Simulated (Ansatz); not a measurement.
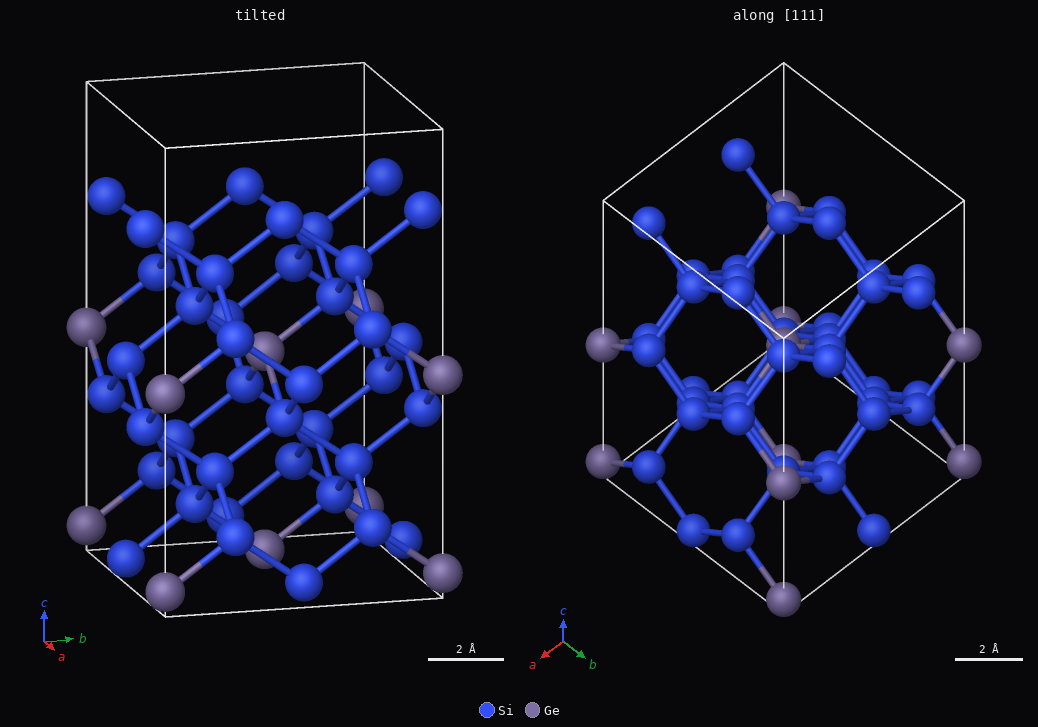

The figure gives a ball-and-stick picture of the atoms, viewed slightly off an axis and along [111]. The lines enclose the conventional unit cell; boundary atoms appear with their images.

State composition, symmetry and coordination.

- Formula: Si7Ge.
- The space group is Cmm2 (No. 35); the lattice is base-centred orthorhombic.
- One cell contains 28 Si, 4 Ge, 32 atoms in all.
- Ge takes two kinds of site: 2a with four Si in a tetrahedral arrangement at about 2.4 Å; 2a with two Si in a bent arrangement at about 2.4 Å.
- By contacts within bonding range, the coordination numbers are Si 2 to 4 (mean 3.6).
- The bonds build Si7Ge layers parallel to (001).

Its origin is a structure listed in the Materials Project. The cell was then strained or its atoms displaced on purpose. It was run through Ansatz as a DFT input.

At this level of theory the run's own cell isn't at rest (forces up to 0.8 eV/Å), so its distances can differ from those at equilibrium, the more so the softer the solid.
